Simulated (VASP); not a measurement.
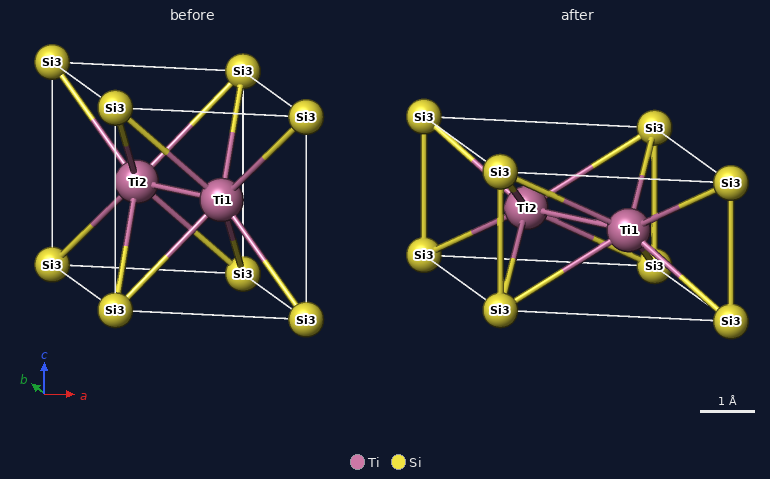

The structure of crystalline Ti2Si (a generated structure, set up in P6/mmm) before (left) and after (right) a relaxation, at one scale.

Style: ball-and-stick. Shown: the cell of the calculation, slightly off an axis.

The run lets cell and atoms move.

Computed with Kohn-Sham DFT of a periodic cell, PBE, VASP PAW PBE potentials, recommended in VASP 6.6.1.

Input
```
PREC = Normal
ENCUT = 520
EDIFF = 1E-4
ISMEAR = 0
SIGMA = 0.15
LREAL = False
LASPH = True
NELM = 60
ALGO = Fast
ISIF = 3
LWAVE = False
LCHARG = False
GGA = PE
IBRION = 2
NSW = 24
EDIFFG = -0.08
```

Run as
```bash
cat potpaw_PBE.64/Ti_sv/POTCAR potpaw_PBE.64/Si/POTCAR > POTCAR
mpirun -np 1 vasp_std > vasp.out
```

### What changed between the two?

The atoms keep their places relative to the cell (all moves are under 0.005 Å). The volume changes by −0.2 %, with a = b 3.632 → 4.389 Å (+20.8 %), c 3.905 → 2.670 Å (−31.6 %). Some distances before and after: Ti1–Ti1 3.905 → 2.670 Å, Si3–Si3 3.905 → 2.670 Å, Ti1–Ti2 2.097 → 2.534 Å. The space group stays P6/mmm (No. 191). Over 9 geometry steps the energy falls by 1345 meV per atom. All forces vanish by symmetry, so only the cell relaxes. Pressure: 16.31 GPa at the start and 0.13 GPa at the end. It ran on 1 thread of Intel(R) Xeon(R) Platinum 8488C (Sapphire Rapids) (shared host).
